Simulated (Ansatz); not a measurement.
# Two runs on PtTe2

System: PtTe2 (6 atoms in the cell).
Method of run A: DFT LDA+U+J, scalar-relativistic, plane waves, PAW, U = 4 eV, J = 0.5 eV on Pt atom 3 d; U = 4 eV, J = 0.5 eV on Pt atom 6 d, spin-polarised (Ansatz 0.2.0).

The structure derives from an entry of the Crystallography Open Database. Text and figures count atoms from 1; the logs count them from 0 in places.

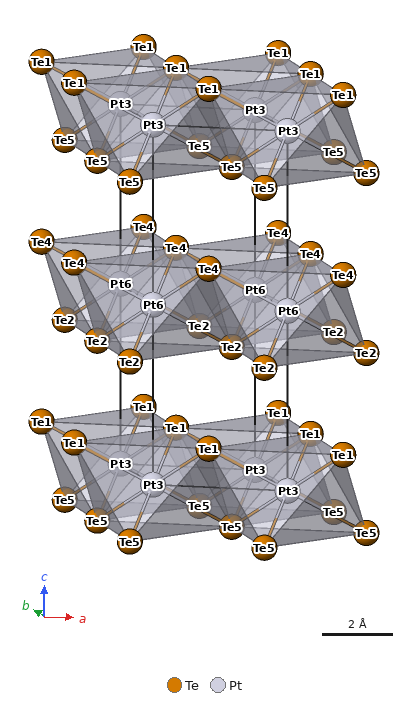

Fig. 1: The structure (polyhedral view of the cell of the calculation, seen slightly off an axis; polyhedra are completed across the faces of the cell; atoms are numbered from 1 in the order of the input).

Input file, run A:
```yaml
crystal:
  lattice:
    - [4.01799945, 0.0, 0.0]
    - [-2.00899973, 3.4796896, 0.0]
    - [0.0, 0.0, 10.42399866]
  atoms:
    - { symbol: Te, position: [0.3333333333, 0.6666666667, 0.125] }
    - { symbol: Te, position: [0.6666666667, 0.3333333333, 0.375] }
    - { symbol: Pt, position: [0.0, 0.0, 0.0], spin: 4.0 }
    - { symbol: Te, position: [0.3333333333, 0.6666666667, 0.625] }
    - { symbol: Te, position: [0.6666666667, 0.3333333333, 0.875] }
    - { symbol: Pt, position: [0.0, 0.0, 0.5], spin: 4.0 }
basis:
  ecutwfc: 420
  ecutrho_ratio: 4
kpoints:
  mp_grid: { grid: [6, 6, 2] }
hamiltonian:
  xc: lda
  hubbard:
    sites:
      - { site: 2, l: d, u: 4.0, j: 0.5 }
      - { site: 5, l: d, u: 4.0, j: 0.5 }
scf:
  occupations: { method: gaussian, width: 0.05 }
  lower_state_search: "off"
  max_iter: 150
output:
  forces: true
  stress: true
  eigenvalues: true
  populations: true
  hubbard: { sites: [{ site: 2, l: d }, { site: 5, l: d }] }
magnetization:
  spin_polarized: true
```

Launched with:
```bash
ansatz run input.yaml --threads 4 --pin off --max-ram 6144MiB --backend cpu --events-out ev --progress --plain --runs-dir out
```

Hardware: 4 threads of Intel Xeon @ 2.50GHz (Skylake/Cascade Lake), 189 GiB of memory available, shared host.

Output, shortened to warnings, some set-up lines, iterations and results (run A):
```
WARN: the starting moments were not kept: the SCF closed with an absolute magnetisation of 8.0e-6 μB, where they sum to 8 μB in size (2 sites). That is at most 0.1 of that sum. Measured as dr2_m measures the in/out step, that magnetisation stands 3.4e-12 eV from none, at or under the dr2_threshold of 1.0e-7 eV: it is no larger than a step whose dr2_m would equal this threshold. The system may …
Basis set: ecut = 420 eV, 2855 PW (Γ)
Symmetry: 24 space group operations
k-points: 14 of 72
Initial density: superposition of atomic densities (chi_scale 0.1, normalization cell)
[...]
SCF iter   1: F=—  HF=-51792.985839 eV  |F-HF|=—  |Δ(HF+E_count)|=         —  Δρ=1.11e-1 (↑1.11e-1 ↓8.34e-2)  dr2=2.81e0  dr2_m=1.22e1  M=0.793 μB ∫|m|=2.023 μB  β_m=0.30  …
SCF iter   2: F=—  HF=-51795.098418 eV  |F-HF|=—  |Δ(HF+E_count)|=    2.11e0  Δρ=7.56e-2 (↑7.56e-2 ↓6.97e-2)  dr2=5.32e-1  dr2_m=6.84e0  M=0.688 μB ∫|m|=1.433 μB  β_m=0.30  …
SCF iter   3: F=—  HF=-51796.537332 eV  |F-HF|=—  |Δ(HF+E_count)|=    1.44e0  Δρ=5.54e-2 (↑5.22e-2 ↓5.54e-2)  dr2=3.55e-1  dr2_m=3.80e0  M=0.583 μB ∫|m|=1.097 μB  β_m=0.30  …
SCF iter   4: F=—  HF=-51797.293815 eV  |F-HF|=—  |Δ(HF+E_count)|=   7.56e-1  Δρ=4.13e-2 (↑4.13e-2 ↓3.67e-2)  dr2=4.64e-2  dr2_m=2.03e0  M=0.547 μB ∫|m|=0.921 μB  β_m=0.30  …
SCF iter   5: F=—  HF=-51797.732093 eV  |F-HF|=—  |Δ(HF+E_count)|=   4.38e-1  Δρ=2.94e-2 (↑2.92e-2 ↓2.94e-2)  dr2=1.26e-2  dr2_m=1.15e0  M=0.441 μB ∫|m|=0.741 μB  β_m=0.30  …
[... 7 lines ...]
SCF iter  13: F=—  HF=-51798.356378 eV  |F-HF|=—  |Δ(HF+E_count)|=   1.04e-6  Δρ=7.60e-6 (↑7.60e-6 ↓6.77e-6)  dr2=5.25e-7  dr2_m=2.33e-8  M=-0.000 μB ∫|m|=0.000 μB  β_m=0.96  …
SCF iter  14: F=-51798.356378 eV  HF=-51798.356378 eV  |F-HF|=4.39e-8  |Δ(HF+E_count)|=   8.67e-9  Δρ=2.76e-6 (↑2.44e-6 ↓2.76e-6)  dr2=8.60e-8  dr2_m=4.93e-10  M=-0.000 μB …
SCF iter  15: F=-51798.356378 eV  HF=-51798.356378 eV  |F-HF|=3.96e-9  |Δ(HF+E_count)|=   1.57e-8  Δρ=9.81e-7 (↑7.59e-7 ↓9.81e-7)  dr2=7.90e-9  dr2_m=4.01e-10  M=0.000 μB …
SCF iter  16: F=-51798.356378 eV  HF=-51798.356378 eV  |F-HF|=5.60e-10  |Δ(HF+E_count)|=  9.68e-10  Δρ=3.39e-7 (↑3.39e-7 ↓3.24e-7)  dr2=9.99e-10  dr2_m=2.81e-11  M=0.000 μB …
SCF 1 converged in 16 iterations: F = -51798.356378 eV  dr2 = 9.99e-10
SCF converged after 16 iterations
Magnetization: 0.0000 μB (50.0000 up, 50.0000 down)
Absolute magnetization: 0.0000 μB (∫|ρ↑−ρ↓|, with the PAW one-centre terms)
Spin contamination: 0.0000 ħ² per cell (⟨S²⟩ above its minimum at these occupations)
Per-site moments (μB) at R_I (Å): [(7.579896524777522e-7, 1.0975328539957738), (7.579896525230859e-7, 1.0975328539957738), (1.3591954735490576e-7, 1.0975328539957736), (7.579896525067225e-7, 1.0975328539957738), (7.579896525749375e-7, 1.0975328539957736), (1.359195473547535e-7, 1.0975328539957738)]
Free energy (F): -51798.356378 eV
Harris-Foulkes:  -51798.356378 eV  (|F-HF|=5.60e-10)
Internal energy: -51798.353653 eV  (E = F + TS)
E sigma→0 (E₀):  -51798.355015 eV
Entropy (-TS):   -0.002724 eV (-0.454 meV/atom)
Fermi energy:    13.561080 eV
--- Per-component energies (eV) ---
  E_band       = -1431.376203
  E_kinetic    = 2016.900266
  E_local      = -9175.872066  (includes V_loc(G=0)·N_el)
  E_nonlocal   = -804.400564
  E_hartree    = 4857.210390
  E_xc         = -1021.438542
  E_vxc        = -1031.846458  (∫ρ·V_xc dr)
  E_hubbard    = 2.707910  (on-site DFT+U / exact-exchange correction)
  E_vhub       = -26.305186  (the Hubbard potential's part of the band-sum identity)
  E_paw        = -36398.265725  (= ΣΔE_a)
  E_vpaw       = -2124.270891  (= ΣTr[D̂ρ^β])
  E_aug_tail   = -0.000357  (compensation charges beyond the density's cutoff)
  E_ewald      = -11278.837349
  E_core_change = 3.642384  (= ΣΔE_core)
  E_smearing   = -0.002724  (= −TS)
  E_closure    = 0.000000  (closes the sum)
  Σ components = -51798.356378   (vs F -51798.356378, Δ=0.00e0)
--- DFT+U+J on-site energies (Liechtenstein; fll double counting; per corrected site; eV) ---
  site 2 (l=d): U=4.0000  J=0.5000  Tr N=9.0632  E_int=139.507358  E_dc=138.153403  E_U=1.353955
  site 5 (l=d): U=4.0000  J=0.5000  Tr N=9.0632  E_int=139.507358  E_dc=138.153403  E_U=1.353955
--- Forces (eV/Å), atoms counted from 1 ---
  atom   1  Te     0.00000000    -0.00000000     0.61868825
  atom   2  Te    -0.00000000     0.00000000    -0.61868825
  atom   3  Pt     0.00000000    -0.00000000     0.00000000
  atom   4  Te     0.00000000    -0.00000000     0.61868825
  atom   5  Te    -0.00000000     0.00000000    -0.61868825
  atom   6  Pt     0.00000000    -0.00000000     0.00000000
  max |Σ_I F_I| component: 3.47e-18 eV/Å
--- Stress (GPa, compression-positive) ---
        1.399131      -0.000000      -0.000000
       -0.000000       1.399131      -0.000000
        0.000000      -0.000000       0.763555
  P = ⅓ Tr σ = 1.1873 GPa (11.873 kbar)
Occupation matrices written to [file]
--- Löwdin populations: 6 sites ---
  site symbol       q [e]    m [muB]
     0     Te     15.9352     0.0000
[...]
```

Run B used a changed input.

The two runs side by side:

| quantity | run A | run B |
| --- | --- | --- |
| outcome | converged | converged |
| free energy per atom (eV) | −8633.0594 | −8633.0594 |
| energy per atom, smearing taken to zero (eV) | −8633.0592 | −8633.0592 |
| gap on the mesh (eV) | 0.00 | 0.00 |
| net moment of the cell (μB) | 0.00 | 0.00 |
| absolute moment of the cell (μB) | 0.00 | 0.00 |
| pressure (GPa) | 1.19 | 1.19 |
| largest force (eV/Å) | 0.619 | 0.619 |
| SCF iterations | 16 | – |
| irreducible k-points | 14 | 14 |
| plane waves at Γ | 2855 | 2855 |
| wall time (shared host) | 42 s | 35 s |

Which change of the input explains these differences?

The change (lines with − go, lines with + come):
```diff
-    - { symbol: Pt, position: [0.0, 0.0, 0.5], spin: 4.0 }
+    - { symbol: Pt, position: [0.0, 0.0, 0.5], spin: -1.6 }
+  spin_locking: { lock_spins: true, n_iters: 12 }
```

The total moment is fixed by the input in run B, so the state need not be the lowest. The energy is the same within 0.01 meV per atom.

Output, shortened to warnings, some set-up lines, iterations and results (run B):
```
Warning: output.stress: scf.convergence.dr2_threshold = 1e-7 eV (the SCF's general default) is looser than the 6e-10 eV advised for a printed stress (1e-10 eV for each atom of the cell: 6). What an SCF threshold leaves in a stress goes as its square root, and in the free energy as the threshold itself, and one threshold admits the most on a small cell: of the crystals measured, under no hybrid …
WARN: the starting moments were not kept: the SCF closed with an absolute magnetisation of 7.6e-6 μB, where they sum to 5.6 μB in size (2 sites). That is at most 0.1 of that sum. Measured as dr2_m measures the in/out step, that magnetisation stands 3.4e-12 eV from none, at or under the dr2_threshold of 1.0e-7 eV: it is no larger than a step whose dr2_m would equal this threshold. The system may …
Basis set: ecut = 420 eV, 2855 PW (Γ)
Symmetry: 12 space group operations
k-points: 14 of 72
Initial density: superposition of atomic densities (chi_scale 0.1, normalization cell)
[...]
SCF iter   1: F=—  HF=-51792.057727 eV  |F-HF|=—  |Δ(HF+E_count)|=         —  Δρ=7.54e-2 (↑7.54e-2 ↓5.87e-2)  dr2=3.09e0  dr2_m=5.33e0  M=0.580 μB ∫|m|=2.194 μB  β_m=0.30  …
SCF iter   2: F=—  HF=-51791.221424 eV  |F-HF|=—  |Δ(HF+E_count)|=   8.36e-1  Δρ=4.52e-2 (↑4.52e-2 ↓3.67e-2)  dr2=1.30e0  dr2_m=1.93e0  M=0.679 μB ∫|m|=2.823 μB  β_m=0.54  …
SCF iter   3: F=—  HF=-51793.976584 eV  |F-HF|=—  |Δ(HF+E_count)|=    2.76e0  Δρ=7.03e-3 (↑4.79e-3 ↓7.03e-3)  dr2=6.81e-2  dr2_m=2.34e-2  M=0.746 μB ∫|m|=3.648 μB  β_m=0.75  …
SCF iter   4: F=—  HF=-51794.366948 eV  |F-HF|=—  |Δ(HF+E_count)|=   3.90e-1  Δρ=2.09e-3 (↑2.09e-3 ↓1.49e-3)  dr2=4.36e-3  dr2_m=3.59e-3  M=0.744 μB ∫|m|=3.777 μB  β_m=0.79  …
SCF iter   5: F=—  HF=-51794.137461 eV  |F-HF|=—  |Δ(HF+E_count)|=   2.29e-1  Δρ=3.92e-4 (↑3.48e-4 ↓3.92e-4)  dr2=8.44e-4  dr2_m=9.68e-5  M=0.739 μB ∫|m|=3.769 μB  β_m=0.89  …
[... 23 lines ...]
SCF iter  29: F=—  HF=-51798.356400 eV  |F-HF|=—  |Δ(HF+E_count)|=   1.55e-5  Δρ=2.60e-5 (↑2.47e-5 ↓2.60e-5)  dr2=1.83e-5  dr2_m=1.39e-7  M=0.000 μB ∫|m|=0.001 μB  β_m=0.95  …
SCF iter  30: F=—  HF=-51798.356378 eV  |F-HF|=—  |Δ(HF+E_count)|=   2.25e-5  Δρ=1.24e-5 (↑8.88e-6 ↓1.24e-5)  dr2=9.66e-7  dr2_m=1.63e-8  M=-0.000 μB ∫|m|=0.000 μB  β_m=0.96  …
SCF iter  31: F=—  HF=-51798.356378 eV  |F-HF|=—  |Δ(HF+E_count)|=   1.75e-7  Δρ=4.21e-6 (↑4.21e-6 ↓3.47e-6)  dr2=1.57e-7  dr2_m=1.57e-9  M=-0.000 μB ∫|m|=0.000 μB  β_m=0.98  …
SCF iter  32: F=-51798.356378 eV  HF=-51798.356378 eV  |F-HF|=1.01e-8  |Δ(HF+E_count)|=   1.77e-8  Δρ=1.33e-6 (↑1.33e-6 ↓1.32e-6)  dr2=1.72e-8  dr2_m=4.10e-11  M=-0.000 μB …
SCF 1 converged in 32 iterations: F = -51798.356378 eV  dr2 = 1.72e-8
SCF converged after 32 iterations
Magnetization: -0.0000 μB (50.0000 up, 50.0000 down)
Absolute magnetization: 0.0000 μB (∫|ρ↑−ρ↓|, with the PAW one-centre terms)
Spin contamination: 0.0000 ħ² per cell (⟨S²⟩ above its minimum at these occupations)
Per-site moments (μB) at R_I (Å): [(-4.3674862933044353e-7, 1.0975328539957738), (-1.8829374703284274e-7, 1.0975328539957738), (-1.3104792299206915e-6, 1.0975328539957736), (-1.8829374700471198e-7, 1.0975328539957738), (-4.3674862946520753e-7, 1.0975328539957736), (-1.0346920032192065e-6, …
--- Magnetisation constraints (ε_frz = 1.0e-4 eV) ---
  site  kind      target   achieved (μB)  |Δ|max (μB)  g (eV/μB)  λ_eff  esc  ok  flags
  2     per_site  +4.0000  -0.0000        4.00e0       -0.00e0    0.000  0    —   released
  5     per_site  -1.6000  -0.0000        1.60e0       +0.00e0    0.000  0    —   released
Free energy (F): -51798.356378 eV
Harris-Foulkes:  -51798.356378 eV  (|F-HF|=1.01e-8)
Internal energy: -51798.353654 eV  (E = F + TS)
E sigma→0 (E₀):  -51798.355016 eV
Entropy (-TS):   -0.002724 eV (-0.454 meV/atom)
Fermi energy:    13.561076 eV
--- Per-component energies (eV) ---
  E_band       = -1431.376134
  E_kinetic    = 2016.899475
  E_local      = -9175.867797  (includes V_loc(G=0)·N_el)
  E_nonlocal   = -804.401905
  E_hartree    = 4857.207456
  E_xc         = -1021.438597
  E_vxc        = -1031.846527  (∫ρ·V_xc dr)
  E_hubbard    = 2.707934  (on-site DFT+U / exact-exchange correction)
  E_vhub       = -26.305172  (the Hubbard potential's part of the band-sum identity)
  E_paw        = -36398.264897  (= ΣΔE_a)
  E_vpaw       = -2124.269735  (= ΣTr[D̂ρ^β])
  E_aug_tail   = -0.000357  (compensation charges beyond the density's cutoff)
  E_ewald      = -11278.837349
  E_core_change = 3.642384  (= ΣΔE_core)
  E_smearing   = -0.002724  (= −TS)
  E_closure    = -0.000000  (closes the sum)
  Σ components = -51798.356378   (vs F -51798.356378, Δ=0.00e0)
--- DFT+U+J on-site energies (Liechtenstein; fll double counting; per corrected site; eV) ---
  site 2 (l=d): U=4.0000  J=0.5000  Tr N=9.0632  E_int=139.507258  E_dc=138.153300  E_U=1.353958
  site 5 (l=d): U=4.0000  J=0.5000  Tr N=9.0631  E_int=139.506802  E_dc=138.152826  E_U=1.353976
--- Forces (eV/Å), atoms counted from 1 ---
  atom   1  Te     0.00000000    -0.00000000     0.61870288
  atom   2  Te    -0.00000000     0.00000000    -0.61868047
  atom   3  Pt    -0.00000000     0.00000000     0.00000000
  atom   4  Te     0.00000000    -0.00000000     0.61868047
  atom   5  Te    -0.00000000     0.00000000    -0.61870288
  atom   6  Pt     0.00000000    -0.00000000     0.00000000
  max |Σ_I F_I| component: 1.11e-16 eV/Å
--- Stress (GPa, compression-positive) ---
[...]
```

For both runs: Spin–orbit coupling is left out, which matters for Pt. For run A: Warnings: some starting moments were not kept. For run B: Warnings: some starting moments were not kept; the SCF threshold is looser than advised for the printed stress.
